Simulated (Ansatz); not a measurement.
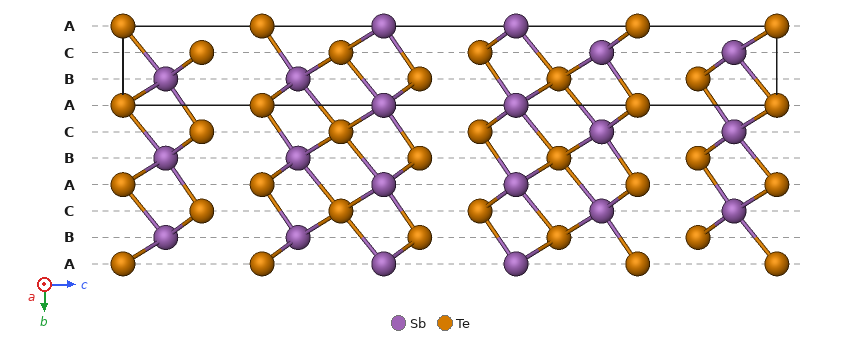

The picture looks along a close-packed row of the hexagonal mesh; c points to the right. The dashed lines mark the three columns A (0, 0), B (1/3, 2/3) and C (2/3, 1/3). The sequence starts with the first layer at or above the cell's origin.

Sb2Te3 (space group R-3m, No. 166): a calculation's input that goes back to an entry of the Crystallography Open Database (an earlier step may have relaxed or displaced it).

**Give the sequence of layers in one repeat, with element and column.**

Te(A) – Sb(B) – Te(C) – Te(A) – Sb(B) – Te(C) – Sb(A) – Te(B) – Te(C) – Sb(A) – Te(B) – Sb(C) – Te(A) – Te(B) – Sb(C) (15 layers in 30.46 Å).

**How are the Te layers alone stacked?**

Te layers alone: ACACBCBAB, a mixed type, (chh) in Jagodzinski's notation.

**Which positions between or in the Te layers do the other atoms fill?**

Sb: six octahedral sites, counted in one hexagonal cell. Three of the nine gaps between Te layers are empty, 2.81 Å wide.
